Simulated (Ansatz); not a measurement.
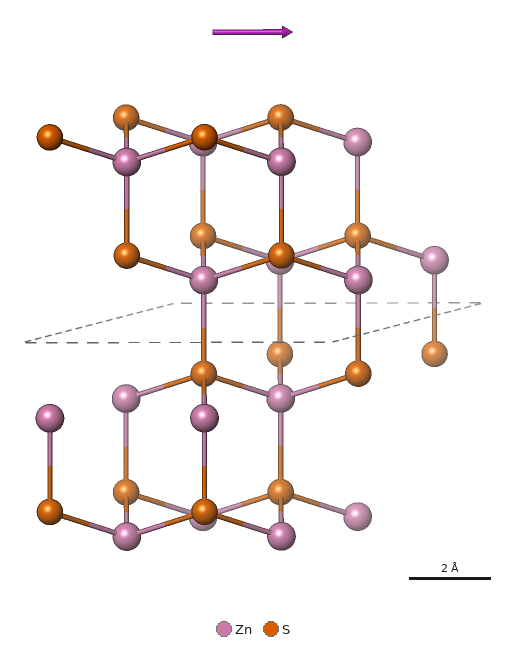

Crystalline ZnS (F-43m): the crystal above a cut along the (1 −1 1) plane of the conventional cell (between a plane of S below and one of Zn above, 2.34 Å apart) is slid rigidly by fractions of an in-plane lattice vector 3.82 Å long (a generalised stacking fault). One cut stands in each cell, which starts 9.4 Å high; nothing is relaxed, and the dashed outline marks the cut, the arrow on top the direction of slip. The picture shows the perfect crystal around the cut (dashed). The picture is a ball-and-stick view of the layers on both sides of the cut, seen from the side, nearly along the cut plane.

Level of theory: DFT LDA, scalar-relativistic, plane waves, PAW in Ansatz 0.2.0. (plane-wave cutoff 420 eV; k-point mesh 8 × 8 × 3; occupations gaussian; smearing width 0.05 eV; no spin polarisation). Energies (free energies at the smearing named) are counted from the cell as listed in its source, which wasn't relaxed.

Input file:
```yaml
crystal:
  lattice:
    - [2.70465, -2.70465, 0.0]
    - [2.70465, 0.0, -2.70465]
    - [5.4093, 5.4093, 5.4093]
  atoms:
    - { symbol: Zn, position: [0.6666666667, 0.6666666667, 0.3333333333] }
    - { symbol: Zn, position: [0.0, 0.0, 0.0] }
    - { symbol: Zn, position: [0.3333333333, 0.3333333333, 0.6666666667] }
    - { symbol: S, position: [0.6666666667, 0.6666666667, 0.0833333333] }
    - { symbol: S, position: [1.0, 1.0, 0.75] }
    - { symbol: S, position: [0.3333333333, 0.3333333333, 0.4166666667] }
basis:
  ecutwfc: 420
kpoints:
  mp_grid: { grid: [8, 8, 3] }
hamiltonian:
  xc: lda
scf:
  occupations: { method: gaussian, width: 0.05 }
output:
  forces: true
  stress: true
  eigenvalues: true
```

Run as
```bash
ansatz run input.yaml --threads 2 --pin off --max-ram 5120MiB --backend cpu --events-out ev --progress --plain --runs-dir out
```

Predict the energy profile (the slip: 0.00, 0.10, 0.20, 0.30, 0.40, 0.50, 0.60, 0.70, 0.80, 0.90, 1.00).

| slip (fraction of the lattice vector) | γ (mJ/m²) |
| --- | --- |
| 0.00 | 0 |
| 0.10 | 67 |
| 0.20 | 271 |
| 0.30 | 578 |
| 0.40 | 878 |
| 0.50 | 1006 |
| 0.60 | 878 |
| 0.70 | 578 |
| 0.80 | 271 |
| 0.90 | 67 |
| 1.00 | 0 |

Points that are alike by symmetry were computed once.

The curve starts and ends at zero, since a full lattice vector restores the crystal. Its highest computed point is 1006 mJ/m² at slip 0.50, which the unstable stacking-fault energy of this rigid path equals or slightly exceeds. No local minimum shows among the points, so there is no metastable fault on this line. The path is symmetric about half-way. Relaxation across the fault would lower the values.
